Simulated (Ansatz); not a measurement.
Fe9Co7

The calculation's input:

```
crystal:
  lattice:
    - [5.67308726, 0.0, 0.0]
    - [0.0, 5.67308726, 0.0]
    - [0.0, 0.0, 5.67308726]
  atoms:
    - { symbol: Fe, position: [0.74957907, 0.74957907, 0.74957907], spin: 3.01 }
    - { symbol: Fe, position: [0.25042093, 0.74957907, 0.74957907], spin: 3.01 }
    - { symbol: Fe, position: [0.25042093, 0.25042093, 0.25042093], spin: 3.01 }
    - { symbol: Fe, position: [0.74957907, 0.25042093, 0.74957907], spin: 3.01 }
    - { symbol: Fe, position: [0.74957907, 0.74957907, 0.25042093], spin: 3.01 }
    - { symbol: Fe, position: [0.74957907, 0.25042093, 0.25042093], spin: 3.01 }
    - { symbol: Fe, position: [0.25042093, 0.25042093, 0.74957907], spin: 3.01 }
    - { symbol: Fe, position: [0.25042093, 0.74957907, 0.25042093], spin: 3.01 }
    - { symbol: Fe, position: [0.0, 0.0, 0.0], spin: 2.65 }
    - { symbol: Co, position: [0.0, 0.5, 0.5], spin: 2.0 }
    - { symbol: Co, position: [0.5, 0.0, 0.0], spin: 2.0 }
    - { symbol: Co, position: [0.5, 0.5, 0.0], spin: 2.0 }
    - { symbol: Co, position: [0.5, 0.0, 0.5], spin: 2.0 }
    - { symbol: Co, position: [0.0, 0.0, 0.5], spin: 2.0 }
    - { symbol: Co, position: [0.5, 0.5, 0.5], spin: 2.0 }
    - { symbol: Co, position: [0.0, 0.5, 0.0], spin: 2.0 }
basis:
  ecutwfc: 420
kpoints:
  mp_grid: { grid: [6, 6, 6] }
hamiltonian:
  xc: pbesol
scf:
  occupations: { method: gaussian, width: 0.1 }
output:
  forces: true
  stress: true
  eigenvalues: true
  populations: true
  write_density: true
  write_potential: true
  elf: true
  volumetric_format: npy
magnetization:
  spin_polarized: true
```

Launched as:

```sh
ansatz run input.yaml --threads 4 --pin off --max-ram 10240MiB --backend cpu --events-out ev --progress --plain --runs-dir out
```

Below, planes, directions and counts refer to the conventional cell (a = 5.67 Å, b = 5.67 Å, c = 5.67 Å, α = 90.00°, β = 90.00°, γ = 90.00°).

Space group Pm-3m; a structure from a database of computed crystals, not necessarily the ambient phase; computed pressure about −7 GPa in this cell; spin-polarised.

All numbers below come from DFT PBEsol, scalar-relativistic, plane waves, PAW (Ansatz 0.2.0).

**What can the converged valence pseudo-density, electron localisation function and spin density tell about the bonding?**

Fe–Co (2.46 Å): ρ is about 0.35 e/Å³ halfway; the ELF is about 0.25 at the midpoint (no shared electron pair shows on this line).
Fe–Fe (2.46 Å): ρ is about 0.35 e/Å³ halfway; the ELF is about 0.25 at the midpoint: no localised pair shows between them.
The spin density sits on Fe: +2.8 μB (×8) and +2.5 μB; Co: +1.8 μB (×7) in one cell of 16 atoms: parallel main moments (a ferromagnetic arrangement) in this solution. The cell of the calculation (16 atoms) carries 36.8 μB of net spin moment.

**Metal or insulator at this level of theory?**

It is metallic or semimetallic at this level of theory: no gap opens.

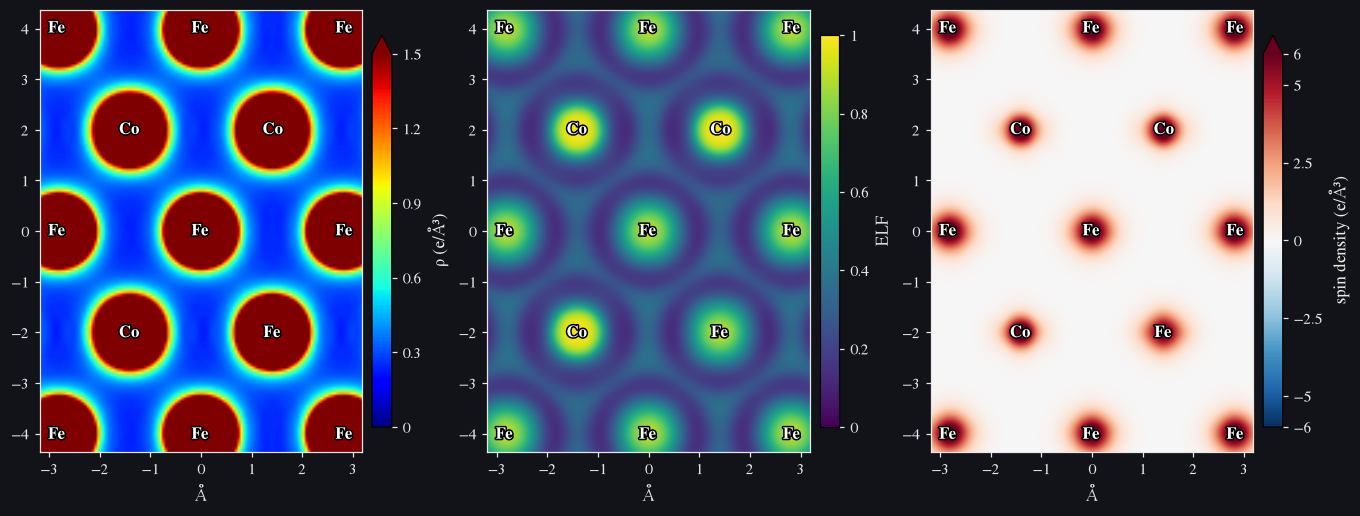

Computed valence pseudo-density, electron localisation function and spin density on the (110) plane of the conventional cell, in this order. 
